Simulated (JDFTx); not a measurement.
## Energy of NaCl along an even scaling of the cell

System: NaCl (Fm-3m, 2 atoms in the cell).
Method: Kohn-Sham DFT of a periodic cell, LDA, PseudoDojo-SR-LDA-0.4.1-standard, no spin polarisation (JDFTx 1.7.0 (patched build)).

The 7 runs differ only in the geometry, by an even scaling of the cell at fixed fractional positions. The structure derives from a Materials Project entry.

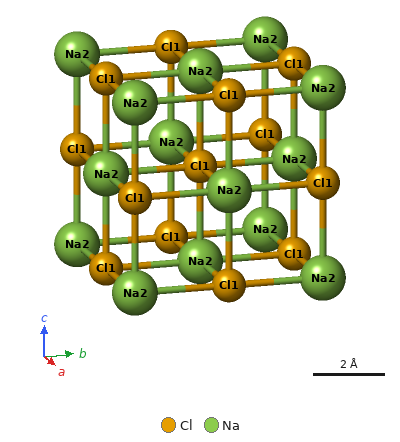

Figure 1. The structure of run 4 (ball-and-stick view of the cell 4 times as large as that of the calculation, set on its symmetry axes, seen slightly off an axis; atoms are numbered from 1 in the order of the input). An atom can appear more than once, as a periodic image.

**Input of run 4**
```
lattice \
    0.0000000000     2.7940632177     2.7940632177 \
    2.7940632177     0.0000000000     2.7940632177 \
    2.7940632177     2.7940632177     0.0000000000
latt-scale 1.889726124626 1.889726124626 1.889726124626
coords-type Lattice
ion Cl     0.5000000000     0.5000000000     0.5000000000 1
ion Na     0.0000000000     0.0000000000     0.0000000000 1

ion-species pseudo/Cl.upf
ion-species pseudo/Na.upf
elec-cutoff 44 352
elec-ex-corr lda-PW
kpoint-folding 8 8 8
elec-smearing Fermi 0.0018374661
elec-n-bands 14
electronic-SCF nIterations 100 energyDiffThreshold 1e-09
electronic-minimize nIterations 30 energyDiffThreshold 1e-7
forces-output-coords Cartesian

dump-name run.$VAR
dump End Ecomponents EigStats BandEigs Kpoints Forces Stress
```

Command:
```bash
jdftx -c 1 -i NaCl.in -o NaCl.out
```

Run 3 differs from it as follows:
```diff
-    0.0000000000     2.7940632177     2.7940632177 \
-    2.7940632177     0.0000000000     2.7940632177 \
-    2.7940632177     2.7940632177     0.0000000000
+    0.0000000000     2.7753105505     2.7753105505 \
+    2.7753105505     0.0000000000     2.7753105505 \
+    2.7753105505     2.7753105505     0.0000000000
```

**Results, with one run withheld**

```tsv
run	volume per atom (Å³)	free energy per atom, from the lowest run given (meV)	pressure (GPa)	gap on the mesh (eV)
1	20.504	0.00	−0.14	5.05
2	20.940	1.26	−0.77	4.96
3	21.376	?	?	?
4	21.813	8.41	−1.82	4.80
5	22.249	13.96	−2.25	4.72
6	22.685	20.62	−2.64	4.65
7	23.121	28.27	−2.98	4.58
```

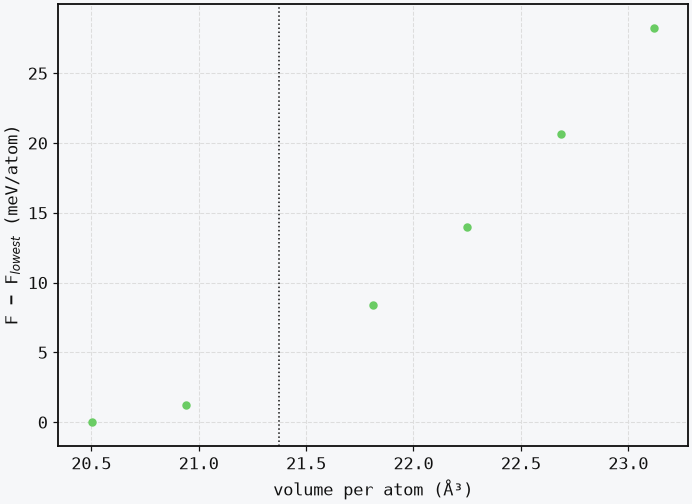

Figure 2. Free energy per atom of the runs given; the dotted line marks run 3.

What should run 3 give?

A cubic polynomial in V^(−2/3) (the Birch–Murnaghan form), fitted to the 6 runs given, misses them by under 0.01 meV per atom. With x = V^(−2/3) − 0.12794 Å⁻², it reads F = 8.8594 − 2968.8 x + 2.4392e+05 x² + 6.1056e+05 x³ (meV per atom). At run 3 it gives 4.12 meV per atom, and the run itself gives 4.12. The slope of the fit gives a pressure −dF/dV of −1.32 GPa there, and the run prints −1.33 GPa. The fit has no minimum inside this range. The gap on the mesh goes, without turning, from 5.05 eV in run 1 to 4.58 eV in run 7; run 3 has 4.88 eV. These are gaps of this functional on this mesh, which can miss the band edges; they aren't the measured gap.

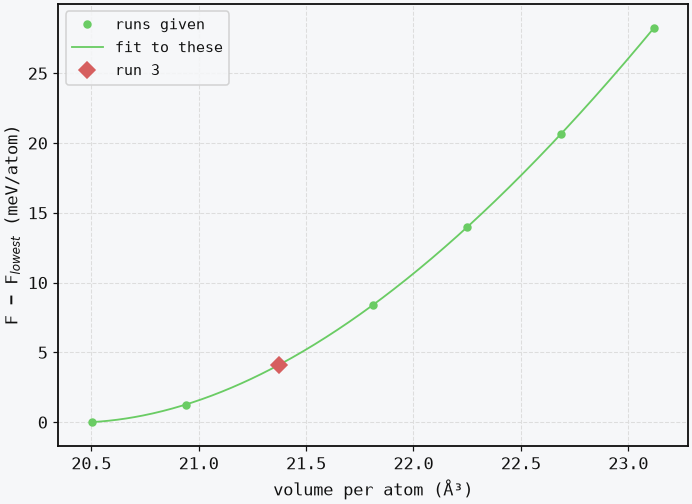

Figure 3. The fit and the withheld run.

**Some lines of the output (run 3)**
```
[...]
unit cell volume = 288.51
     Etot =      -60.8352914338997834
        F =      -60.8352914338997834
	HOMO-LUMO gap: +0.179310
	Optical gap  : +0.179310 at state 0 ( [ +0.000000 +0.000000 +0.000000 ] spin 0 )
```
